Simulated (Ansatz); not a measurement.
Input

```
crystal:
  lattice:
    - [0.0, 2.2727354191, 2.3863721901]
    - [2.2727354191, 0.0, 2.3863721901]
    - [2.2727354191, 2.2727354191, 0.0]
  atoms:
    - { symbol: Hf, position: [0.5, 0.5, 0.5] }
    - { symbol: B, position: [0.0, 0.0, 0.0] }
basis:
  ecutwfc: 420
kpoints:
  mp_grid: { grid: [20, 20, 20] }
hamiltonian:
  xc: pbe
scf:
  occupations: { method: gaussian, width: 0.15 }
output:
  forces: true
  stress: true
  eigenvalues: true
  write_density: true
  write_potential: true
  elf: true
  volumetric_format: npy
```

Command:

```sh
ansatz run input.yaml --threads 1 --pin off --max-ram 2560MiB --backend cpu --events-out ev --progress --plain --runs-dir out
```

Below, planes, directions and counts refer to the conventional cell (a = 3.21 Å, b = 3.21 Å, c = 4.77 Å, α = 90.00°, β = 90.00°, γ = 90.00°).

Space group I4/mmm; computed pressure about 31 GPa in this cell; computed without spin polarisation.

Theory: DFT PBE, scalar-relativistic, plane waves, PAW (Ansatz 0.2.0).

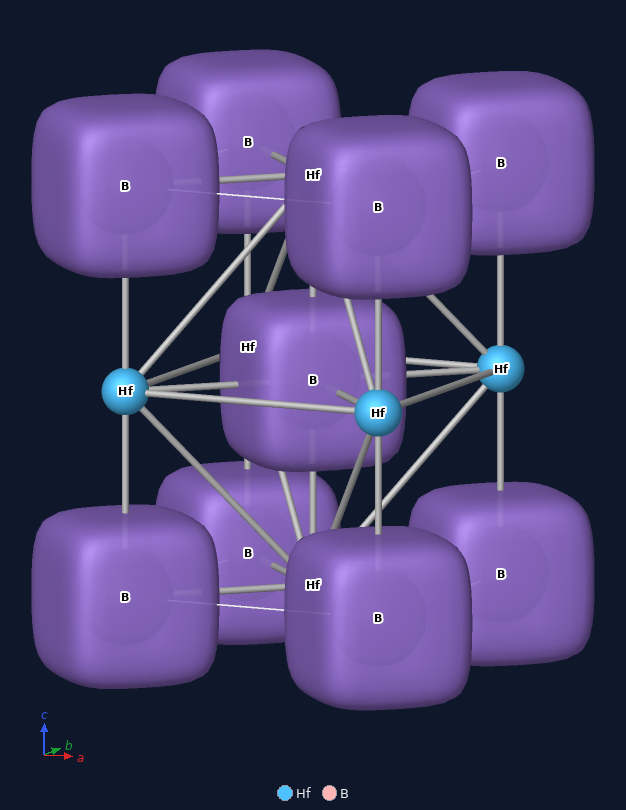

HfB. Isosurface of the ELF at 0.55 (purple), seen at an oblique angle. Only the valence region is drawn (cores and ρ < 0.01 e/Å³ removed). Sticks mark near contacts.

Core electrons are frozen (PAW), and the valence fields are smoothed inside the atomic spheres.

**Identify the bonds, lone pairs and shells in this picture.**

The surface consists of two regions wrapped around B (the valence shell of each), counted in one cell of 4 atoms. Any copies at cell faces, edges or corners count once. Along the contacts the grid gives the following. Hf–B (2.27 Å): the ELF peaks at about 0.70 in the valence shell of B, 0.7 Å from its nucleus, and is about 0.25 at the midpoint. Hf–Hf (3.21 Å): the ELF is about 0.30 at the midpoint; no localised pair shows between them.

**Metal or insulator at this level of theory?**

It is gapless in this calculation (a metal or semimetal).
